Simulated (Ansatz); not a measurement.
System: Sn, space group Fd-3m (No. 227).

The given structure:
```yaml
crystal:
  lattice:
    - [0.00000, 3.32732, 3.32732]
    - [3.32732, 0.00000, 3.32732]
    - [3.32732, 3.32732, 0.00000]
  atoms:
    - { symbol: Sn, position: [0.00000, 0.00000, 0.00000] }
    - { symbol: Sn, position: [0.25000, 0.25000, 0.25000] }
```

Computed with Ansatz 0.2.0: third-order Birch-Murnaghan fit to density functional energies at scaled volumes of the given relaxed cell, shape and atoms relaxed at each volume; energies count from the fitted minimum; plane waves with PAW datasets, Γ-centred k mesh. Level: PBE, no spin polarisation.

- wave cutoff: 420 eV
- k mesh: 12×12×12
- occupations: Gaussian
- smearing width: 0.1 eV

What does the calculation give for the energy above the minimum and pressure against volume? The volume takes the values 32.417, 33.522, 34.627, 35.732, 36.837, 37.942, 39.047, 40.521 Å³/atom.

A third-order Birch–Murnaghan fit gives V0 = 36.85 Å³/atom, B0 = 35.6 GPa and B′ = 4.8. The energy above the minimum is 76.0 meV/atom at volume 32.417 Å³/atom and 33.8 meV/atom at 40.521 Å³/atom; the lowest computed point is at volume 36.837 Å³/atom (0.0 meV/atom), and no other minimum shows. The pressure falls from 6.24 GPa at volume 32.417 Å³/atom to −2.69 GPa at 40.521 Å³/atom, and changes sign near 36.9 Å³/atom. The solid is metallic at every point.

```json
{"volume (Å³/atom)": "32.417", "energy above the minimum (meV/atom)": "76.0", "pressure (GPa)": "6.24"}
{"volume (Å³/atom)": "33.522", "energy above the minimum (meV/atom)": "40.1", "pressure (GPa)": "4.25"}
{"volume (Å³/atom)": "34.627", "energy above the minimum (meV/atom)": "16.8", "pressure (GPa)": "2.58"}
{"volume (Å³/atom)": "35.732", "energy above the minimum (meV/atom)": "4.0", "pressure (GPa)": "1.19"}
{"volume (Å³/atom)": "36.837", "energy above the minimum (meV/atom)": "0.0", "pressure (GPa)": "0.02"}
{"volume (Å³/atom)": "37.942", "energy above the minimum (meV/atom)": "3.4", "pressure (GPa)": "-0.97"}
{"volume (Å³/atom)": "39.047", "energy above the minimum (meV/atom)": "13.0", "pressure (GPa)": "-1.80"}
{"volume (Å³/atom)": "40.521", "energy above the minimum (meV/atom)": "33.8", "pressure (GPa)": "-2.69"}
```

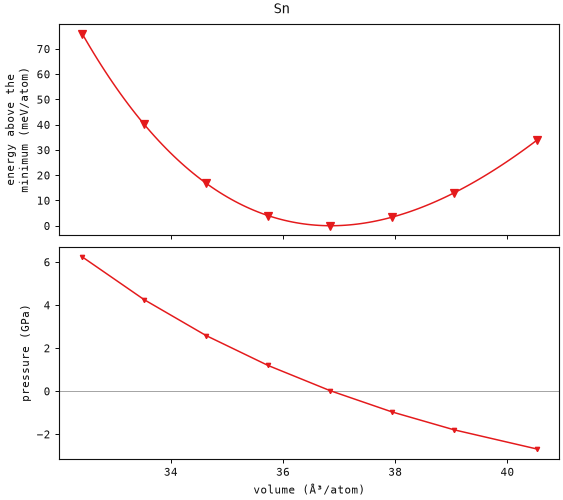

Limits of the calculation: bands touch, and spin-orbit coupling could open a gap.
